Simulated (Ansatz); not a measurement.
Consider Bi2Se3.

Input file:

```
crystal:
  lattice:
    - [2.0952101573, 1.2096701483, 10.4336389605]
    - [-2.0952101573, 1.2096701483, 10.4336389605]
    - [0.0, -2.4193402967, 10.4336389605]
  atoms:
    - { symbol: Bi, position: [0.3956391259, 0.3956391259, 0.3956391259] }
    - { symbol: Bi, position: [0.6043608741, 0.6043608741, 0.6043608741] }
    - { symbol: Se, position: [0.0, 0.0, 0.0] }
    - { symbol: Se, position: [0.2211433239, 0.2211433239, 0.2211433239] }
    - { symbol: Se, position: [0.7788566761, 0.7788566761, 0.7788566761] }
basis:
  ecutwfc: 420
kpoints:
  mp_grid: { grid: [6, 6, 6] }
hamiltonian:
  xc: pbe
scf:
  occupations: { method: gaussian, width: 0.02 }
output:
  forces: true
  stress: true
  eigenvalues: true
  write_density: true
  write_potential: true
  elf: true
  volumetric_format: npy
relax:
  adjacent_minimum: "off"
  f_tol: 0.005
  max_steps: 80
  cell: { stress_tol: 0.05 }
```

Run with:

```sh
ansatz run input.yaml --threads 1 --pin off --max-ram 2560MiB --backend cpu --events-out ev --progress --plain --runs-dir out
```

Below, planes, directions and counts refer to the conventional cell (a = 4.19 Å, b = 4.19 Å, c = 31.30 Å, α = 90.00°, β = 90.00°, γ = 120.00°).

Space group R-3m.

Computed with DFT PBE, scalar-relativistic, plane waves, PAW in Ansatz 0.2.0.

Q: Predict the valence pseudo-density and electron localisation function between the atoms.

A: Bi–Se (2.88 Å): the density is about 0.32 e/Å³ at the midpoint; the ELF is about 0.45 at the midpoint and 0.35 at its lowest between the atoms.
Bi–Se (3.11 Å): ρ is about 0.21 e/Å³ halfway; the ELF is about 0.30 at the midpoint.

Q: Does the calculation make it a metal, or give it a gap?

A: It is gapped, with a Kohn–Sham gap of 0.69 eV on the k-point mesh (the band edges may lie off the mesh, which would make the gap smaller).

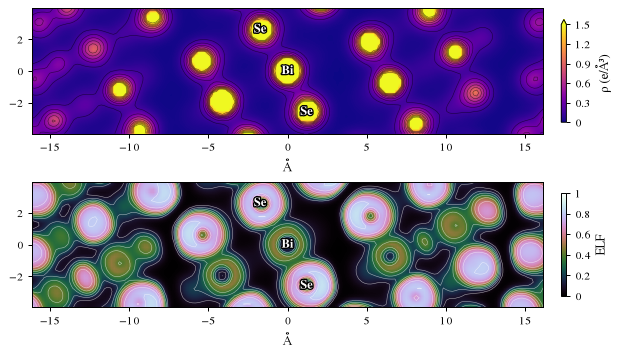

Computed valence pseudo-density and electron localisation function on the (111) plane of the conventional cell, in this order. Atoms just off the plane (Bi, 0.3 Å away and Se, 0.3 Å away) can leave unmarked features too.
